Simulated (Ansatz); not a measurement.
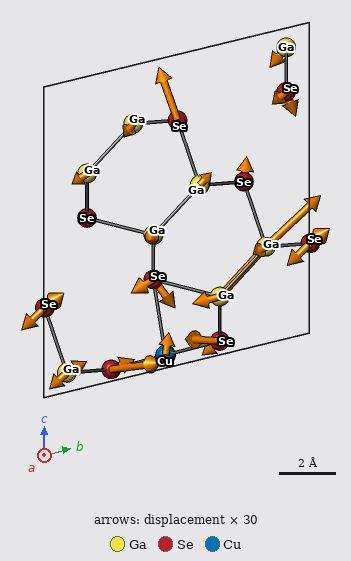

This is a relaxation of a defect cell of composition Ga24CuSe24. The starting structure is drawn; orange arrows show the displacements, 30 times their true length.

Style: ball-and-stick. Shown: the cell of the calculation, along the a axis.

Case: Cu interstitial, charge +0, atoms relaxed at the host's cell.

Theory: DFT PBEsol, scalar-relativistic, plane waves, PAW in Ansatz. Set-up: plane-wave cutoff 420 eV; k-point mesh 2 × 2 × 2; occupations gaussian; smearing width 0.01 eV; collinear spin; atoms relaxed in a fixed cell; force threshold 0.025 eV/Å; at most 45 steps.

**Describe the change and its energy.**

The energy falls by 0.142 eV per cell of the calculation in 3 geometry steps. Largest force component: 0.49 eV/Å at the start, 0.023 eV/Å at the end. The largest move is that of a Ga atom, 0.099 Å roughly along [−1 1 1]. Largest moves by element: Ga 0.099 Å, Se 0.088 Å, Cu 0.028 Å. The lattice vectors keep their values. Near-neighbour distances that change, for instance: Ga–Se 2.460 → 2.533 Å, Cu–Se 2.747 → 2.675 Å, Ga–Se 2.460 → 2.509 Å, Cu–Se 2.751 → 2.711 Å. Among the angles between lasting bonds that change: Se–Ga–Se 99.2° → 94.3°, Se–Ga–Se 99.2° → 94.8°, Ga–Se–Cu 87.1° → 90.2°. The program noted that the starting moments weren't kept. The run took 12 min on 4 threads of Oxide Virtual Turin-like Processor (Zen 5), with other jobs on the host, peak memory 7.6 GiB.
